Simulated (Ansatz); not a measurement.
Consider W₁₆S₃₃ (cell with a defect).

Input

```
crystal:
  lattice:
    - [0.0, 7.3617871071, -7.4744493696]
    - [6.375494652, -3.6808935536, -7.4744493696]
    - [-6.375494652, -3.6808935536, -7.4744493696]
  atoms:
    - { symbol: W, position: [0.9993225509, 0.2493225509, 0.7493225509] }
    - { symbol: W, position: [0.2493225509, 0.9993225509, 0.7493225509] }
    - { symbol: W, position: [0.4993225509, 0.7493225509, 0.7493225509] }
    - { symbol: W, position: [0.9993225509, 0.4993225509, 0.4993225509] }
    - { symbol: W, position: [0.7493225509, 0.4993225509, 0.7493225509] }
    - { symbol: W, position: [0.2493225509, 0.2493225509, 0.4993225509] }
    - { symbol: W, position: [0.4993225509, 0.9993225509, 0.4993225509] }
    - { symbol: W, position: [0.9993225509, 0.7493225509, 0.2493225509] }
    - { symbol: W, position: [0.7493225509, 0.7493225509, 0.4993225509] }
    - { symbol: W, position: [0.2493225509, 0.4993225509, 0.2493225509] }
    - { symbol: W, position: [0.4993225509, 0.2493225509, 0.2493225509] }
    - { symbol: W, position: [0.9993225509, 0.9993225509, 0.9993225509] }
    - { symbol: W, position: [0.7493225509, 0.9993225509, 0.2493225509] }
    - { symbol: W, position: [0.2493225509, 0.7493225509, 0.9993225509] }
    - { symbol: W, position: [0.4993225509, 0.4993225509, 0.9993225509] }
    - { symbol: W, position: [0.7493225509, 0.2493225509, 0.9993225509] }
    - { symbol: S, position: [0.5959257297, 0.8459257297, 0.3459257297] }
    - { symbol: S, position: [0.8459257297, 0.5959257297, 0.3459257297] }
    - { symbol: S, position: [0.0959257297, 0.3459257297, 0.3459257297] }
    - { symbol: S, position: [0.5959257297, 0.0959257297, 0.0959257297] }
    - { symbol: S, position: [0.3459257297, 0.0959257297, 0.3459257297] }
    - { symbol: S, position: [0.8459257297, 0.8459257297, 0.0959257297] }
    - { symbol: S, position: [0.0959257297, 0.5959257297, 0.0959257297] }
    - { symbol: S, position: [0.5959257297, 0.3459257297, 0.8459257297] }
    - { symbol: S, position: [0.3459257297, 0.3459257297, 0.0959257297] }
    - { symbol: S, position: [0.8459257297, 0.0959257297, 0.8459257297] }
    - { symbol: S, position: [0.0959257297, 0.8459257297, 0.8459257297] }
    - { symbol: S, position: [0.5959257297, 0.5959257297, 0.5959257297] }
    - { symbol: S, position: [0.3459257297, 0.5959257297, 0.8459257297] }
    - { symbol: S, position: [0.8459257297, 0.3459257297, 0.5959257297] }
    - { symbol: S, position: [0.0959257297, 0.0959257297, 0.5959257297] }
    - { symbol: S, position: [0.3459257297, 0.8459257297, 0.5959257297] }
    - { symbol: S, position: [0.7360517194, 0.9860517194, 0.4860517194] }
    - { symbol: S, position: [0.9860517194, 0.7360517194, 0.4860517194] }
    - { symbol: S, position: [0.2360517194, 0.4860517194, 0.4860517194] }
    - { symbol: S, position: [0.7360517194, 0.2360517194, 0.2360517194] }
    - { symbol: S, position: [0.4860517194, 0.2360517194, 0.4860517194] }
    - { symbol: S, position: [0.9860517194, 0.9860517194, 0.2360517194] }
    - { symbol: S, position: [0.2360517194, 0.7360517194, 0.2360517194] }
    - { symbol: S, position: [0.7360517194, 0.4860517194, 0.9860517194] }
    - { symbol: S, position: [0.4860517194, 0.4860517194, 0.2360517194] }
    - { symbol: S, position: [0.9860517194, 0.2360517194, 0.9860517194] }
    - { symbol: S, position: [0.2360517194, 0.9860517194, 0.9860517194] }
    - { symbol: S, position: [0.7360517194, 0.7360517194, 0.7360517194] }
    - { symbol: S, position: [0.4860517194, 0.7360517194, 0.9860517194] }
    - { symbol: S, position: [0.9860517194, 0.4860517194, 0.7360517194] }
    - { symbol: S, position: [0.2360517194, 0.2360517194, 0.7360517194] }
    - { symbol: S, position: [0.4860517194, 0.9860517194, 0.7360517194] }
    - { symbol: S, position: [0.78125, 0.875, 0.875] }
  host:
    lattice:
      - [1.593873663, 0.9202233884, 7.4744493696]
      - [-1.593873663, 0.9202233884, 7.4744493696]
      - [0.0, -1.8404467768, 7.4744493696]
    atoms:
      - { symbol: W, position: [0.0006774491, 0.0006774491, 0.0006774491] }
      - { symbol: S, position: [0.4040742703, 0.4040742703, 0.4040742703] }
      - { symbol: S, position: [0.2639482806, 0.2639482806, 0.2639482806] }
basis:
  ecutwfc: 420
  xc_grid: 2
kpoints:
  mp_grid: { grid: [2, 2, 2], shift: [0.5, 0.5, 0.5] }
hamiltonian:
  xc: pbe
scf:
  occupations: { method: gaussian, width: 0.01 }
output:
  forces: true
  stress: false
  eigenvalues: true
  charged_corrections:
    defect_position: [0.78125, 0.875, 0.875]
    epsilon: [[11.5894, 0.0, 0.0], [0.0, 11.5894, 0.0], [0.0, 0.0, 3.2073]]
  write_density: true
  write_potential: true
  elf: true
  volumetric_format: npy
relax:
  adjacent_minimum: "off"
  f_tol: 0.025
  max_steps: 45
```

Launched as:

```sh
ansatz run input.yaml --threads 4 --pin off --max-ram 10240MiB --backend cpu --events-out ev --progress --plain --runs-dir out
```

The fields are those of the run's last geometry, not of the input's.

Method: DFT PBE, scalar-relativistic, plane waves, PAW (Ansatz 0.2.0).

> What will maps of the valence pseudo-density and electron localisation function show?

S–S (1.94 Å): ρ at the midpoint is about 1.2 e/Å³; the ELF peaks at about 0.85 between the atoms, as expected for localised, covalent bonding.
W–S (2.40 Å): the density is about 0.64 e/Å³ at the midpoint; the ELF peaks at about 0.90 in the valence shell of S, 0.8 Å from its nucleus, and is about 0.45 at the midpoint.

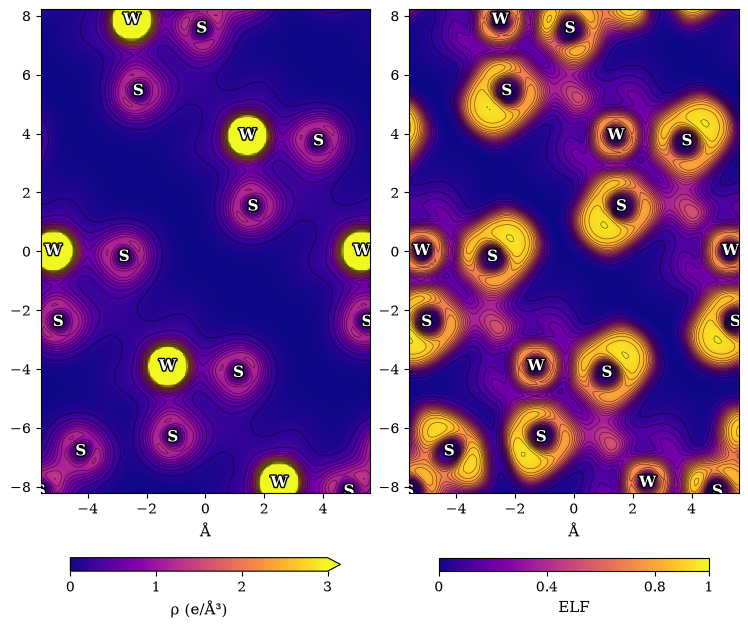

Computed valence pseudo-density and electron localisation function on the (011̄) plane of the calculation cell, in this order. 

Core electrons are frozen (PAW), and the valence fields are smoothed inside the atomic spheres.
